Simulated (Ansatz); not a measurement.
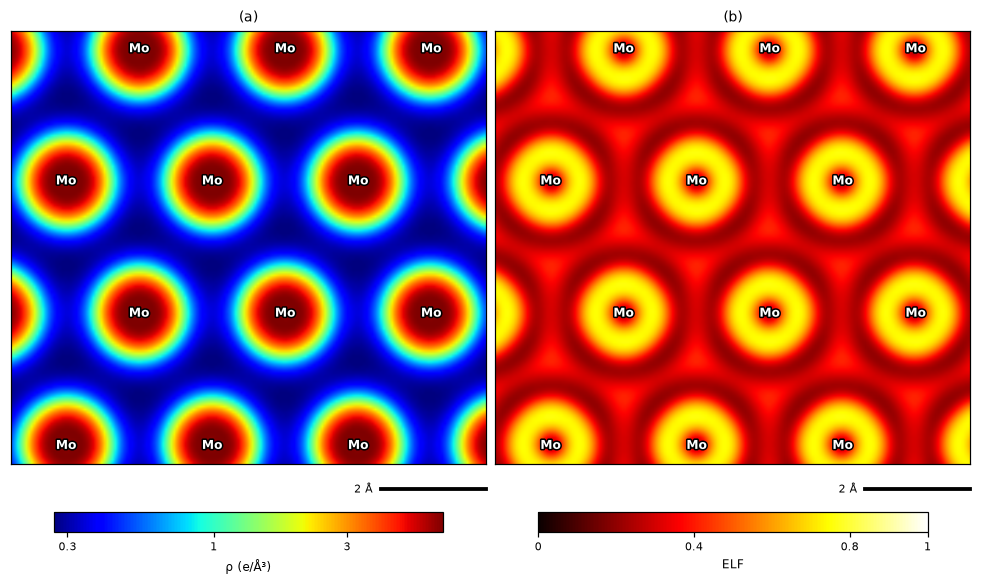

Mo. (a) valence charge density (pseudo); (b) ELF on the (101) plane of the conventional cell.

Space group R-3m; a generated structure, not necessarily the stable one; computed without spin polarisation.

Method: Ansatz, DFT PBE, scalar-relativistic, plane waves, PAW.

In a PAW calculation such maps are meaningful between the atoms, not at the nuclei.

```
CELL_PARAMETERS angstrom
1.39281 2.41242 0.00000
-2.78562 0.00000 0.00000
0.00000 0.00000 7.17274
ATOMIC_POSITIONS crystal
Mo 0.00000 0.00000 0.00000
Mo 0.66667 0.33333 0.33333
Mo 0.33333 0.66667 0.66667
```

> What does the map show?

The plane passes through Mo nuclei.
Mo–Mo (2.79 Å): ρ is about 0.35 e/Å³ halfway; the ELF is about 0.30 at the midpoint.
Mo–Mo (2.88 Å): ρ at the midpoint is about 0.3 e/Å³; the ELF is about 0.30 at the midpoint (no shared electron pair shows on this line).
Between the atoms the lowest density in this plane is 0.27 e/Å³.
The features right at Mo lie inside the PAW spheres, where the map follows smoothed inner orbitals and isn't to be read closely.

> Does the calculation give a band gap?

It is metallic or semimetallic at this level of theory: no gap opens.
